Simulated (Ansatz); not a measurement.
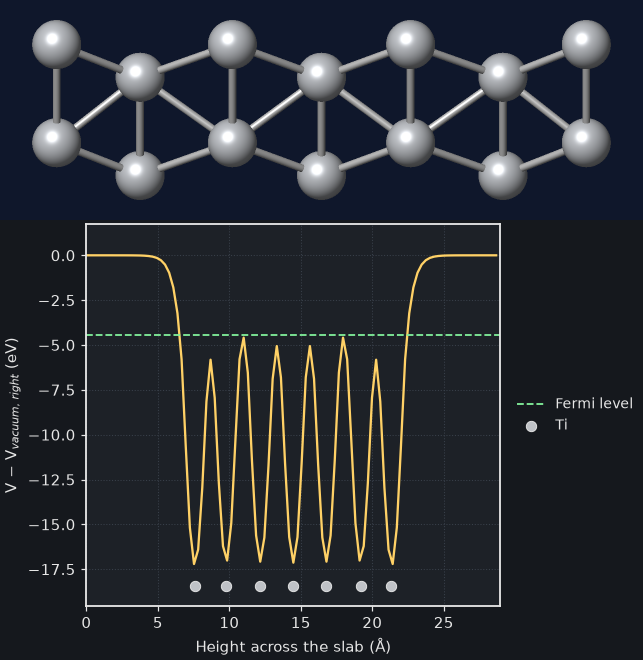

Plane-averaged electrostatic potential energy of an electron across the slab; circles at the bottom mark the heights of the atoms (positions after relaxation). The structure is drawn too.

Structure: a (001) slab cut from Ti (P6_3/mmc), 7 atoms in the cell.

Level of theory: DFT PBE, scalar-relativistic, plane waves, PAW, no spin polarisation, 12×12×1 k mesh, Gaussian smearing of 0.1 eV; code Ansatz.

Q: What is the work function?

A: The work function is 4.42 eV, the same on both faces. The two vacuum levels agree, so the slab has no net dipole along its normal.

Q: How thick are slab and vacuum?

A: The outermost atoms are 13.7 Å apart, which leaves 15.2 Å of vacuum in a cell 29.0 Å high.
